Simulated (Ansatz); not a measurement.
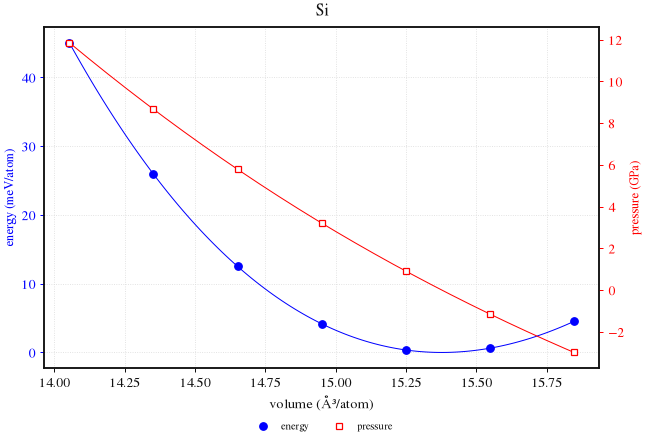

Computed with Ansatz 0.2.0: plane-wave DFT, no spin polarisation; energies at scaled volumes of the given cell, shape and fractions fixed, counted from the fit's minimum, third-order Birch-Murnaghan fit. Level: PBE.

k mesh 11×11×11; occupations Fermi–Dirac; smearing width 0.05 eV; potentials Ansatz PAW; wave cutoff 420 eV; density cutoff 1680 eV.

Cell as given: a = 3.607 Å, b = 3.607 Å, c = 3.607 Å, α = 97.80°, β = 97.80°, γ = 136.76°; 2 atoms.

Figure. Energy and pressure against volume for Si, space group I4_1/amd (No. 141).

A third-order Birch–Murnaghan fit gives V0 = 15.38 Å³/atom, B0 = 107 GPa and B′ = 4.7. The energy is 45.07 meV/atom at volume 14.053 Å³/atom and 4.53 meV/atom at 15.847 Å³/atom; the lowest computed point is at volume 15.249 Å³/atom (0.36 meV/atom). The pressure falls from 11.86 GPa at volume 14.053 Å³/atom to −2.99 GPa at 15.847 Å³/atom, and changes sign near 15.38 Å³/atom.

Keep in mind: shape and atomic fractions are frozen while scaling, which makes layered, chain and framework solids too stiff.
